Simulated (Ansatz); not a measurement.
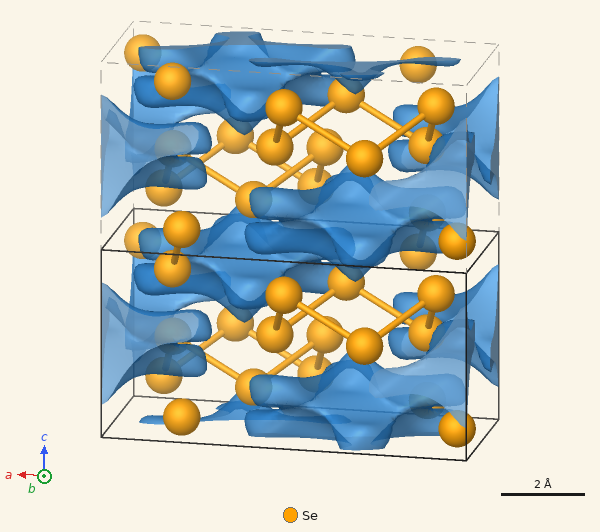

Crystal voids of Se (R-3, No. 148): the blue surface encloses the regions where the procrystal electron density, the sum of the densities of spherically averaged neutral Hartree-Fock atoms, is below 0.007 e/bohr³ (1×1×2 cells, view from a free direction). No self-consistent density enters. Pale faces close the region where the drawn box cuts it. The usual level for crystal voids is 0.002 e/bohr³; this crystal has almost no region below it, so a higher level is used, which marks the interstitial space of lowest density.

The cell is taken from the end point of a relaxation with DFT PBEsol, scalar-relativistic, plane waves, PAW (Ansatz).

```xyz
18
Lattice="10.6992 0.0000 0.0000 -5.3496 9.2658 0.0000 0.0000 0.0000 4.5619" Properties=species:S:1:pos:R:3 pbc="T T T"
Se    6.0748    5.1009    2.0988
Se   -2.1053    5.7991    3.6195
Se   -3.9695    7.6316    0.5782
Se    4.6244    7.2535    3.9837
Se    2.1053    6.5553    2.4630
Se    3.9695    4.7228    0.9424
Se    0.7252    8.1895    3.6195
Se    3.2443    8.8877    0.5782
Se    6.7297    1.4544    2.0988
Se    4.6244    1.0763    0.9424
Se    2.1053    0.3781    3.9837
Se   -1.3801    7.8114    2.4630
Se    0.7252    2.0123    0.5782
Se    3.2443    2.7105    2.0988
Se    1.3801    4.5430    3.6195
Se   -0.7252    4.1649    2.4630
Se    7.4549    3.4667    0.9424
Se    9.3191    1.6342    3.9837
```

Question: What share of the cell is void by this measure?

Answer: The voids take about 12 % of the cell (52 Å³ of 452.2 Å³) and are bounded by about 170 Å² of surface per cell.

Question: What shape does the empty space take in three dimensions?

Answer: They are isolated pockets that do not connect across cells.

Question: How low does the density fall, and where?

Answer: To about 0.0018 e/bohr³ near 0.00, 0.00, 0.50 (fractional), 2.7 Å from the nearest nucleus.

Question: At what density do the voids first join through the crystal?

Answer: At about 0.0084 e/bohr³, as one-dimensional channels along [001].
